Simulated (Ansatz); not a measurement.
**W$_{16}$S$_{33}$ (cell charge −1, with a compensating background) (cell with a defect): density, localisation and related maps**

Input

```
crystal:
  lattice:
    - [12.6388668625, 0.0, 0.0]
    - [-6.3194334313, -10.945579778, 0.0]
    - [0.0, 0.0, -16.9394673177]
  atoms:
    - { symbol: W, position: [0.9166666667, 0.5833333333, 0.0] }
    - { symbol: W, position: [0.1666666667, 0.5833333333, 0.0] }
    - { symbol: W, position: [0.9166666667, 0.3333333333, 0.0] }
    - { symbol: W, position: [0.4166666667, 0.5833333333, 0.0] }
    - { symbol: W, position: [0.1666666667, 0.3333333333, 0.0] }
    - { symbol: W, position: [0.9166666667, 0.0833333333, 0.0] }
    - { symbol: W, position: [0.6666666667, 0.5833333333, 0.0] }
    - { symbol: W, position: [0.4166666667, 0.3333333333, 0.0] }
    - { symbol: W, position: [0.1666666667, 0.0833333333, 0.0] }
    - { symbol: W, position: [0.9166666667, 0.8333333333, 0.0] }
    - { symbol: W, position: [0.6666666667, 0.3333333333, 0.0] }
    - { symbol: W, position: [0.4166666667, 0.0833333333, 0.0] }
    - { symbol: W, position: [0.1666666667, 0.8333333333, 0.0] }
    - { symbol: W, position: [0.6666666667, 0.0833333333, 0.0] }
    - { symbol: W, position: [0.4166666667, 0.8333333333, 0.0] }
    - { symbol: W, position: [0.6666666667, 0.8333333333, 0.0] }
    - { symbol: S, position: [0.0833333333, 0.6666666667, 0.0930373785] }
    - { symbol: S, position: [0.3333333333, 0.6666666667, 0.0930373785] }
    - { symbol: S, position: [0.0833333333, 0.4166666667, 0.0930373785] }
    - { symbol: S, position: [0.5833333333, 0.6666666667, 0.0930373785] }
    - { symbol: S, position: [0.3333333333, 0.4166666667, 0.0930373785] }
    - { symbol: S, position: [0.0833333333, 0.1666666667, 0.0930373785], spin: 0.077 }
    - { symbol: S, position: [0.8333333333, 0.6666666667, 0.0930373785], spin: 0.077 }
    - { symbol: S, position: [0.5833333333, 0.4166666667, 0.0930373785] }
    - { symbol: S, position: [0.3333333333, 0.1666666667, 0.0930373785], spin: 0.077 }
    - { symbol: S, position: [0.0833333333, 0.9166666667, 0.0930373785], spin: 0.077 }
    - { symbol: S, position: [0.8333333333, 0.4166666667, 0.0930373785] }
    - { symbol: S, position: [0.5833333333, 0.1666666667, 0.0930373785] }
    - { symbol: S, position: [0.3333333333, 0.9166666667, 0.0930373785] }
    - { symbol: S, position: [0.8333333333, 0.1666666667, 0.0930373785], spin: 0.077 }
    - { symbol: S, position: [0.5833333333, 0.9166666667, 0.0930373785] }
    - { symbol: S, position: [0.8333333333, 0.9166666667, 0.0930373785], spin: 0.077 }
    - { symbol: S, position: [0.0833333333, 0.6666666667, 0.9069626215] }
    - { symbol: S, position: [0.3333333333, 0.6666666667, 0.9069626215] }
    - { symbol: S, position: [0.0833333333, 0.4166666667, 0.9069626215] }
    - { symbol: S, position: [0.5833333333, 0.6666666667, 0.9069626215] }
    - { symbol: S, position: [0.3333333333, 0.4166666667, 0.9069626215] }
    - { symbol: S, position: [0.0833333333, 0.1666666667, 0.9069626215], spin: 0.077 }
    - { symbol: S, position: [0.8333333333, 0.6666666667, 0.9069626215], spin: 0.077 }
    - { symbol: S, position: [0.5833333333, 0.4166666667, 0.9069626215] }
    - { symbol: S, position: [0.3333333333, 0.1666666667, 0.9069626215], spin: 0.077 }
    - { symbol: S, position: [0.0833333333, 0.9166666667, 0.9069626215], spin: 0.077 }
    - { symbol: S, position: [0.8333333333, 0.4166666667, 0.9069626215] }
    - { symbol: S, position: [0.5833333333, 0.1666666667, 0.9069626215] }
    - { symbol: S, position: [0.3333333333, 0.9166666667, 0.9069626215] }
    - { symbol: S, position: [0.8333333333, 0.1666666667, 0.9069626215], spin: 0.077 }
    - { symbol: S, position: [0.5833333333, 0.9166666667, 0.9069626215] }
    - { symbol: S, position: [0.8333333333, 0.9166666667, 0.9069626215], spin: 0.077 }
    - { symbol: S, position: [0.0, 0.0, 0.5], spin: 0.077 }
  host:
    lattice:
      - [3.1597167156, 0.0, 0.0]
      - [-1.5798583578, 2.7363949445, 0.0]
      - [0.0, 0.0, 16.9394673177]
    atoms:
      - { symbol: W, position: [0.3333333333, 0.6666666667, 0.0] }
      - { symbol: S, position: [0.6666666667, 0.3333333333, 0.9069626215] }
      - { symbol: S, position: [0.6666666667, 0.3333333333, 0.0930373785] }
total_charge: -1
basis:
  ecutwfc: 420
  xc_grid: 2
kpoints:
  mp_grid: { grid: [2, 2, 2], shift: [0.0, 0.0, 0.0] }
hamiltonian:
  xc: pbe
  dispersion: d3bj
scf:
  occupations: { method: gaussian, width: 0.01 }
output:
  forces: true
  stress: false
  eigenvalues: true
  populations: true
  charged_corrections:
    defect_position: [0.0, 0.0, 0.5]
    epsilon: [[5.6102, 0.0, 0.0], [0.0, 5.6102, 0.0], [0.0, 0.0, 1.4325]]
  write_density: true
  write_potential: true
  elf: true
  volumetric_format: npy
magnetization:
  spin_polarized: true
relax:
  adjacent_minimum: "off"
  f_tol: 0.025
  max_steps: 45
```

Launched as:

```sh
ansatz run input.yaml --threads 4 --pin off --max-ram 10240MiB --backend cpu --events-out ev --progress --plain --runs-dir out
```

Spin-polarised.

Theory: Ansatz, DFT PBE+D3(BJ), scalar-relativistic, plane waves, PAW.

The density is the valence pseudo-density of a PAW calculation; it isn't the true density close to the nuclei.

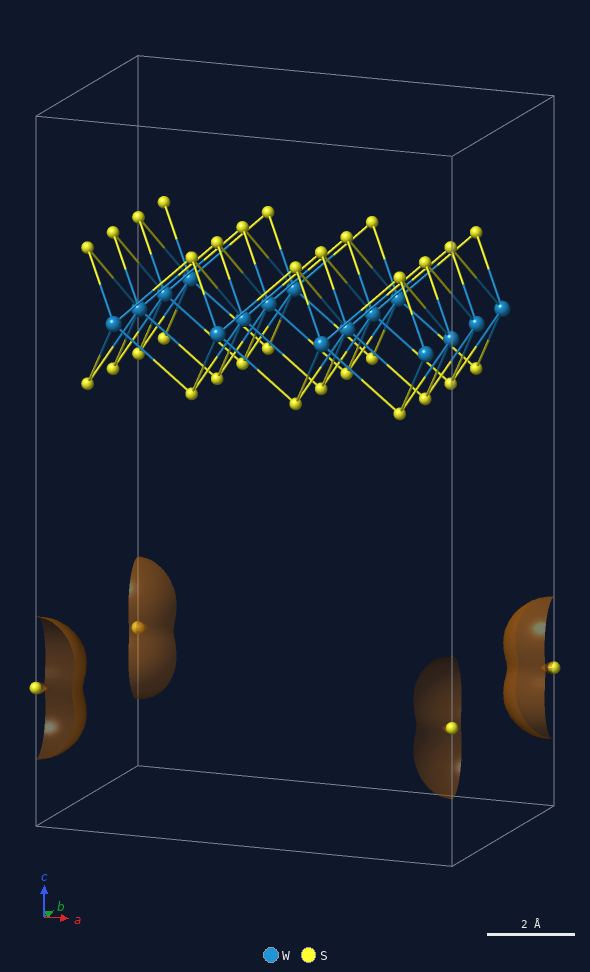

Figure 1. Isosurfaces of the magnetisation density (up minus down) at +0.03 (orange) and −0.03 e/Å³ (purple), seen slightly off an axis. Sticks mark near contacts.

**Where is the spin, and how is it ordered?**

The spin density sits on S: +1.4 μB in one cell of 49 atoms: a single local moment. The cell of the calculation (49 atoms) carries 1.0 μB of net spin moment.

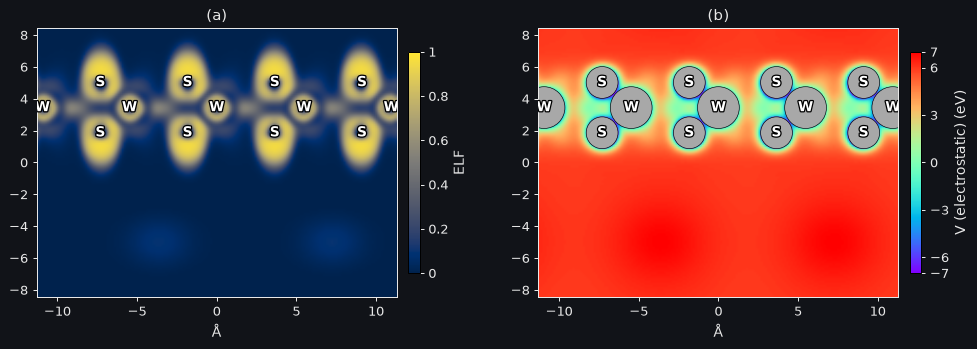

Figure 2. (a) ELF; (b) electrostatic potential (local pseudopotential plus Hartree) felt by an electron on the (110) plane of the calculation cell, a cut from vacuum to vacuum. Grey discs cover the atomic cores in the potential map.

**What does the map show?**

The plane passes through W and S nuclei.
W–S (2.41 Å): the ELF peaks at about 0.85 in the valence shell of S, 0.8 Å from its nucleus, and is about 0.50 at the midpoint.
The features right at W lie inside the PAW spheres, where the map follows smoothed inner orbitals and isn't to be read closely.

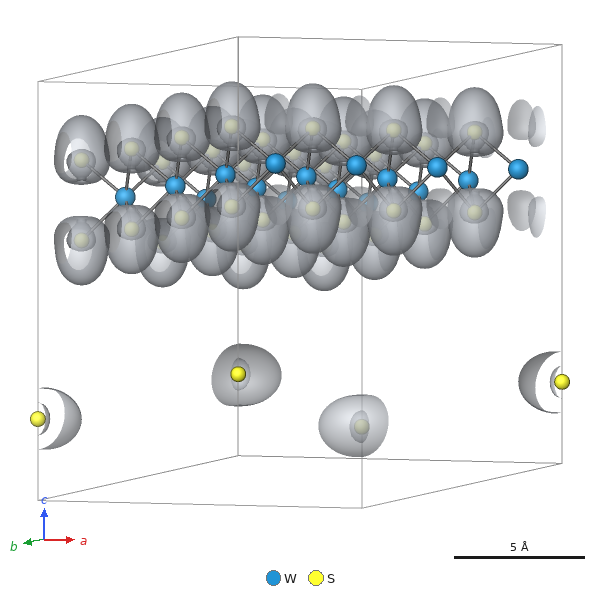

Figure 3. Isosurface of the electron localisation function at 0.7 (grey), seen at an oblique angle. Core shells and regions of very low density are left out. Sticks mark near contacts.

**Where are the electrons localised?**

At this value the surface marks out 33 regions wrapped around S (the valence shell of each), counted in one cell of 49 atoms. Counts are for one cell; the picture repeats the cell along the surface.
